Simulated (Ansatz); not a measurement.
**Geometry relaxation of BiSe$_{3}$ (part 1 of 2)**

The run: geometry relaxation of BiSe$_{3}$ (Pm-3m, 4 atoms in the cell). Method and program: DFT, r2SCAN, plane waves, PAW, no spin polarisation (Ansatz 0.2.0).

The structure was made by swapping elements on the sites of another compound; it need not be a known phase.

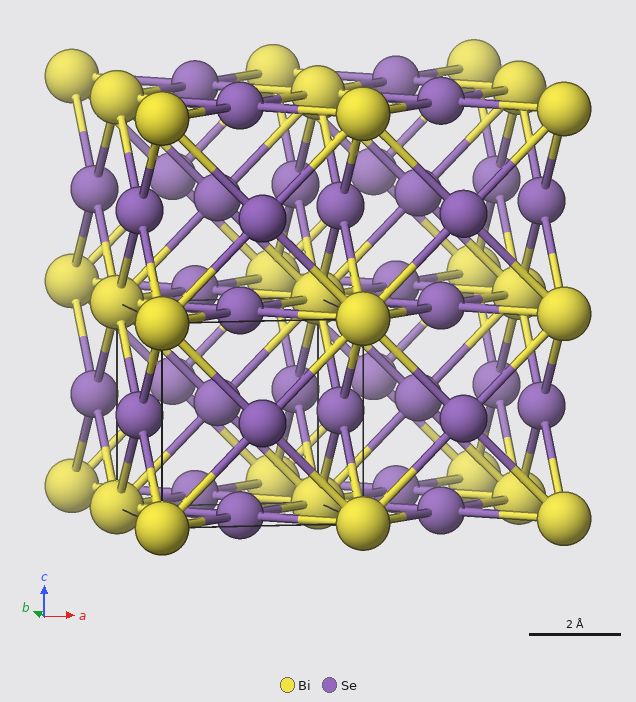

**Figure 1.** The input geometry (ball-and-stick view of the cell of the calculation, repeated 2 × 2 × 2, seen slightly off an axis).

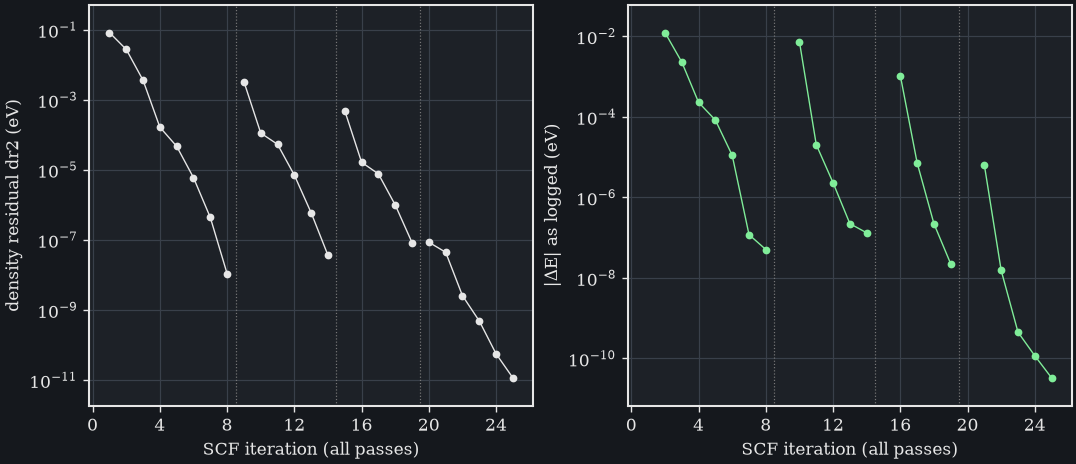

**Figure 2.** Convergence of the self-consistent field: density residual dr2 and size of the energy change against the SCF iteration. The dotted lines part the SCF passes of the relaxation: geometry steps, rejected trials and re-solves on a re-selected basis. The passes take 8, 6, 5 and 6 iterations.

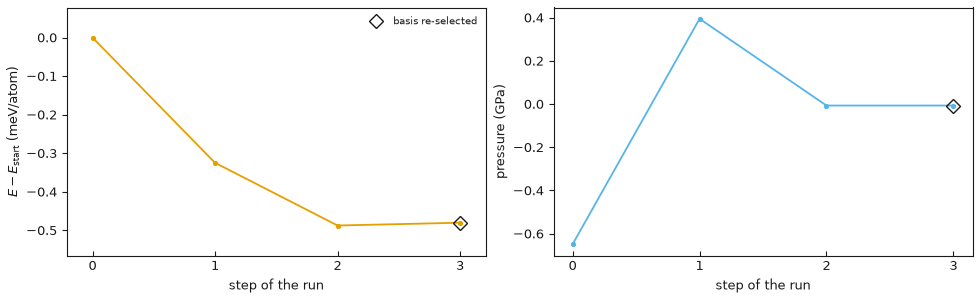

**Figure 3.** Progress of the relaxation, step by step (the first geometry is step 0 here and step 1 in the log). Over 2 geometry steps the energy falls by 0.5 meV per atom. All forces vanish by symmetry, so only the cell relaxes. The pressure goes from −0.65 to −0.01 GPa. The atoms keep their places relative to the cell (all moves are under 0.005 Å). A last SCF at the same geometry on a re-selected plane-wave basis shifts the energy by +0.0 meV per atom.

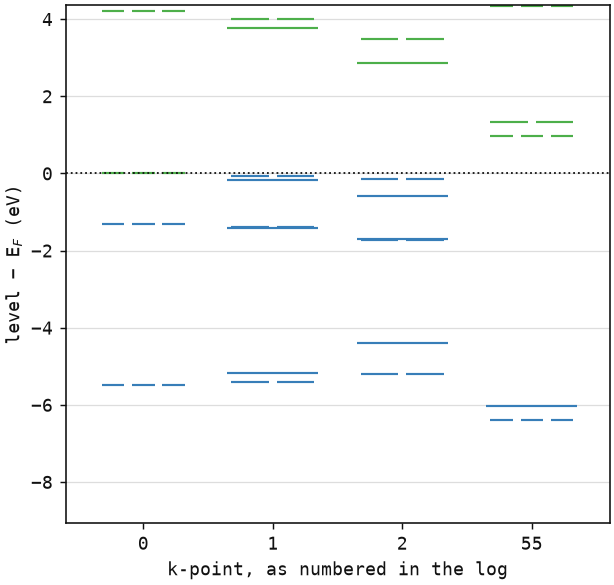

**Figure 4.** Kohn–Sham levels near the Fermi level (dotted) at the few k-points that the log prints; levels within 0.02 eV of each other stand side by side. The system is metallic on the full mesh.

The input and output of the run follow.

### Input
```yaml
crystal:
  lattice:
    - [4.547770799, 0.0, 0.0]
    - [0.0, 4.547770799, 0.0]
    - [0.0, 0.0, 4.547770799]
  atoms:
    - { symbol: Bi, position: [0.0, 0.0, 0.0] }
    - { symbol: Se, position: [0.0, 0.5, 0.5] }
    - { symbol: Se, position: [0.5, 0.0, 0.5] }
    - { symbol: Se, position: [0.5, 0.5, 0.0] }
basis:
  ecutwfc: "700 eV"
kpoints:
  mp_grid: { grid: [10, 10, 10] }
hamiltonian:
  xc: r2scan
scf:
  occupations: { method: gaussian, width: 0.1 }
output:
  forces: true
  eigenvalues: true
  stress: true
relax:
  adjacent_minimum: "off"
  f_tol: 0.001
  max_steps: 80
  cell: { stress_tol: 0.05 }
  max_displacement: 0.1
```

Command:
```bash
ansatz run input.yaml --threads 1 --pin off --max-ram 2560MiB --backend cpu --events-out ev --progress --plain --runs-dir out
```

### The program's output
```
Engine: ansatz 0.2.0, x86_64-unknown-linux-gnu
Pseudopotentials: kind: paw
Pseudopotential: Bi, paw, valence charge 15, recommended cutoff 500 eV (meta_gga), Bi.paw.azcp
Pseudopotential: Se, paw, valence charge 16, recommended cutoff 500 eV (meta_gga), Se.paw.azcp
Functional definition: r2SCAN
  parameter k0 = 0.174
  parameter k1 = 0.065
  parameter a1 = 4.9479
  exchange = r2scan_x(k0 = k0, k1 = k1, a1 = a1)
  correlation = r2scan_c
Crystal: 4 atoms, lattice volume = 94.058 Å³
Basis set: ecut = 700 eV, 3911 PW (Γ), exchange–correlation on 160×160×160 points (64 copies of the dense FFT grid, shifted against one another)
Bands: 38, of which v1, the nominal top of the filled ones, is band 32 counted from 1 (31 counted from 0)
Symmetry: 48 space group operations
Space group: Pm-3m (ITA 221), of the structure as read, at distance tolerance 4.5e-5 Å
k-points: 56 of 1000
Non-local potential: Bi, projectors of the file, l = 0: 2, l = 1: 2, l = 2: 2, l = 3: 2
Non-local potential: Se, projectors of the file, l = 0: 2, l = 1: 2, l = 2: 3, l = 3: 1
PAW form: soft (Blöchl's): semilocal exchange-correlation on the pseudo side does not see the compensation charge
PAW frozen core: Bi, regenerated for the run's functional (the file was generated under x = pbe(κ = 0.804, μ = 0.2195149727645171), c = pbe(β = 0.06672455060314922))
PAW frozen core: Se, regenerated for the run's functional (the file was generated under x = pbe(κ = 0.804, μ = 0.2195149727645171), c = pbe(β = 0.06672455060314922))
PAW one-centre angular grid: Bi, 590 points (default); XC on 160 Gauss nodes
PAW one-centre angular grid: Se, 590 points (default); XC on 160 Gauss nodes
Initial density: superposition of atomic densities (neutral atoms: chi_scale 0, normalization atom), corrected by the library's trained network
Initial wavefunctions: pseudopotential atomic-orbital guess
Functional: x = r2scan, c = r2scan; τ floored in thin density (d = 2e-4 eV/Å³)
SCF iter   1: F=—  HF=-28843.446249 eV  |F-HF|=—  |Δ(HF+E_count)|=         —  Δρ=6.22e-3  dr2=8.31e-2  dr2_τ=5.21e-3  ethr=1.77e-3  ⟨swp⟩=7.1  Hψ=8914  notcnv=0  defer=2
preconditioner: auto → Kerker (q_TF=auto, 2.552 Å⁻¹)  [metal: Δε(μ)=0.008 eV  Ē_g=9.984 eV  σ=0.100 eV  W_gap=0.04  n_scr=26 (ndim 8)  ℏωp=18.4 eV  f_vac=0.000  D(μ)=4.94/eV (n_scr^D=32)]
SCF iter   2: F=—  HF=-28843.458519 eV  |F-HF|=—  |Δ(HF+E_count)|=   1.23e-2  Δρ=3.64e-3  dr2=2.74e-2  dr2_τ=4.21e-4  ethr=1.32e-4  ⟨swp⟩=3.0  Hψ=4600  notcnv=0  defer=77
SCF iter   3: F=—  HF=-28843.456244 eV  |F-HF|=—  |Δ(HF+E_count)|=   2.28e-3  Δρ=1.17e-3  dr2=3.61e-3  dr2_τ=2.70e-5  ethr=4.35e-5  ⟨swp⟩=1.1  Hψ=2057  notcnv=0  defer=77
SCF iter   4: F=—  HF=-28843.456017 eV  |F-HF|=—  |Δ(HF+E_count)|=   2.27e-4  Δρ=4.91e-4  dr2=1.65e-4  dr2_τ=4.91e-6  ethr=5.73e-6  ⟨swp⟩=2.0  Hψ=2567  notcnv=0  defer=77
SCF iter   5: F=—  HF=-28843.456099 eV  |F-HF|=—  |Δ(HF+E_count)|=   8.24e-5  Δρ=1.40e-4  dr2=4.69e-5  dr2_τ=1.20e-6  ethr=2.62e-7  ⟨swp⟩=2.0  Hψ=2697  notcnv=0  defer=77
SCF iter   6: F=—  HF=-28843.456088 eV  |F-HF|=—  |Δ(HF+E_count)|=   1.10e-5  Δρ=5.95e-5  dr2=5.97e-6  dr2_τ=1.47e-7  ethr=7.45e-8  ⟨swp⟩=2.0  Hψ=2596  notcnv=0  defer=77
SCF iter   7: F=—  HF=-28843.456088 eV  |F-HF|=—  |Δ(HF+E_count)|=   1.18e-7  Δρ=1.73e-5  dr2=4.36e-7  dr2_τ=3.46e-9  ethr=9.48e-9  ⟨swp⟩=2.0  Hψ=2597  notcnv=0  defer=77
SCF iter   8: F=-28843.456088 eV  HF=-28843.456088 eV  |F-HF|=9.64e-10  |Δ(HF+E_count)|=   5.04e-8  Δρ=2.95e-6  dr2=1.08e-8  dr2_τ=2.04e-10  ethr=1.59e-10  ⟨swp⟩=9.5  Hψ=9035  notcnv=0
SCF 1 converged in 8 iterations: F = -28843.456088 eV  dr2 = 1.08e-8
  greatest PAW one-centre occupation: 1.000 electrons in one spin orbital (limit 2), on the Se atom at site 2 (counted from 0), in its partial waves of l = 2
relax step   1: F+E_penalty+E_count = -28843.45608829 eV  Δ(F+E_penalty+E_count) = +0.000e0 eV  max|allowed force component| = 5.752e-30 eV/Å  Δτ_max = 0.0000 Å  P = -0.649 GPa  Ω = 94.058 Å³  (8 SCF iters, dr2 threshold 1.00e-7 eV, accepted)
Crystal: 4 atoms, lattice volume = 92.572 Å³
Basis set: ecut = 700 eV, 3887 PW (Γ), exchange–correlation on 160×160×160 points (64 copies of the dense FFT grid, shifted against one another)
Initial density: handed on by an earlier stage of this run
Initial wavefunctions: those handed on with the density
iter 1 solved again at ethr=5.35e-6 eV; its pass at ethr=3.10e-3 eV (dr2=3.37e-3 eV) is discarded
SCF iter   1: F=—  HF=-28843.450155 eV  |F-HF|=—  |Δ(HF+E_count)|=         —  Δρ=1.05e-3  dr2=3.28e-3  dr2_τ=2.16e-3  ethr=5.35e-6  ⟨swp⟩=2.0  Hψ=9995  notcnv=0
preconditioner: auto → Kerker (q_TF=auto, 2.559 Å⁻¹)  [metal: Δε(μ)=0.009 eV  Ē_g=10.022 eV  σ=0.100 eV  W_gap=0.05  n_scr=26 (ndim 8)  ℏωp=18.5 eV  f_vac=0.000  D(μ)=4.66/eV (n_scr^D=32)]
SCF iter   2: F=—  HF=-28843.457405 eV  |F-HF|=—  |Δ(HF+E_count)|=   7.25e-3  Δρ=3.53e-4  dr2=1.12e-4  dr2_τ=3.89e-5  ethr=5.21e-6  ⟨swp⟩=2.0  Hψ=2774  notcnv=0
SCF iter   3: F=—  HF=-28843.457385 eV  |F-HF|=—  |Δ(HF+E_count)|=   2.02e-5  Δρ=2.27e-4  dr2=5.33e-5  dr2_τ=5.72e-7  ethr=1.77e-7  ⟨swp⟩=3.0  Hψ=4100  notcnv=0
SCF iter   4: F=—  HF=-28843.457387 eV  |F-HF|=—  |Δ(HF+E_count)|=   2.29e-6  Δρ=7.26e-5  dr2=7.02e-6  dr2_τ=1.00e-7  ethr=8.46e-8  ⟨swp⟩=2.4  Hψ=2692  notcnv=0
SCF iter   5: F=—  HF=-28843.457387 eV  |F-HF|=—  |Δ(HF+E_count)|=   2.21e-7  Δρ=2.74e-5  dr2=5.91e-7  dr2_τ=9.61e-9  ethr=1.11e-8  ⟨swp⟩=2.0  Hψ=3889  notcnv=0
SCF iter   6: F=-28843.457387 eV  HF=-28843.457387 eV  |F-HF|=2.74e-9  |Δ(HF+E_count)|=   1.31e-7  Δρ=4.92e-6  dr2=3.61e-8  dr2_τ=5.68e-10  ethr=6.35e-10  ⟨swp⟩=5.6  Hψ=8011  notcnv=0
SCF 2 converged in 6 iterations: F = -28843.457387 eV  dr2 = 3.61e-8
  greatest PAW one-centre occupation: 1.000 electrons in one spin orbital (limit 2), on the Se atom at site 1 (counted from 0), in its partial waves of l = 2
relax step   2: F+E_penalty+E_count = -28843.45738704 eV  Δ(F+E_penalty+E_count) = -1.299e-3 eV  max|allowed force component| = 5.892e-30 eV/Å  Δτ_max = 0.0000 Å  P = +0.395 GPa  Ω = 92.572 Å³  energy of the carried Pulay correction = +4.890e-5 eV  (6 SCF iters, dr2 threshold 4.00e-7 eV, accepted)
Crystal: 4 atoms, lattice volume = 93.128 Å³
iter 1 solved again at ethr=8.51e-7 eV; its pass at ethr=3.10e-3 eV (dr2=5.36e-4 eV) is discarded
```
